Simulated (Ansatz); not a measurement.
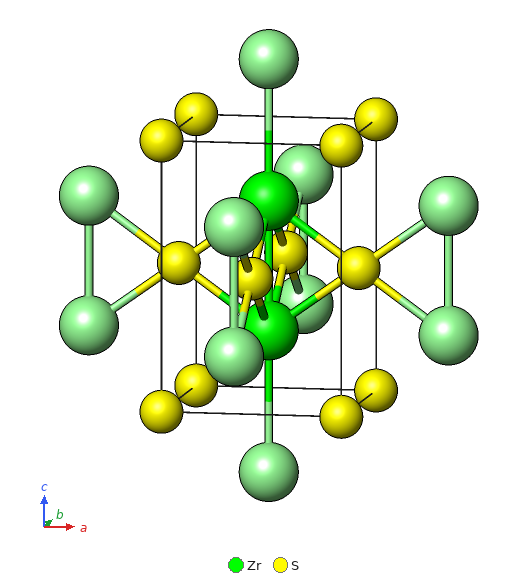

Crystal structure, ball-and-stick style, seen slightly off an axis. The conventional unit cell is outlined; an atom on or near a face, edge or corner is repeated at each equivalent position. Every bond is drawn to its end, so some atoms lie outside the box, in fainter colours. Cell: a = 4.11 Å, b = 4.11 Å, c = 6.16 Å, α = 90.00°, β = 90.00°, γ = 90.00°.

The structure was taken from a random cell made by a generator, so it need not be a real form of the compound. Earlier steps of the study may have refined or changed the cell and positions. It was run through Ansatz as a DFT input.

> Caption:

The formula is Zr$_{2}$S$_{3}$. The atoms follow space group P4/mmm (No. 123); the Bravais lattice is primitive tetragonal. It has 5 atoms to the cell (2 Zr, 3 S). As the bonds are drawn, the neighbour counts come to Zr 6 and S 0 to 4 (mean 2.7).

Electronic-structure method: DFT PBE, scalar-relativistic, plane waves, PAW in Ansatz. Parameters: an energy cutoff of 420 eV, k-point mesh 10×10×6, Gaussian smearing of 0.1 eV, no spin polarisation.

> Is the electronic structure metallic or gapped?

A metal: bands cross the Fermi level.

> List the Bader charges.

Zr +1.62 e; S -1.18 to -1.02 e.

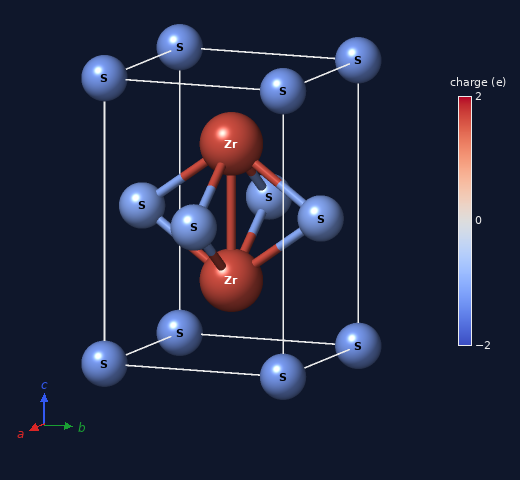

The atoms coloured by those charges. The run's cell of 5 atoms is drawn.

> Do the forces and the stress vanish for this geometry?

Yes. All forces vanish to within 0.01 eV/Å. The pressure is 0.0 GPa, close to zero.
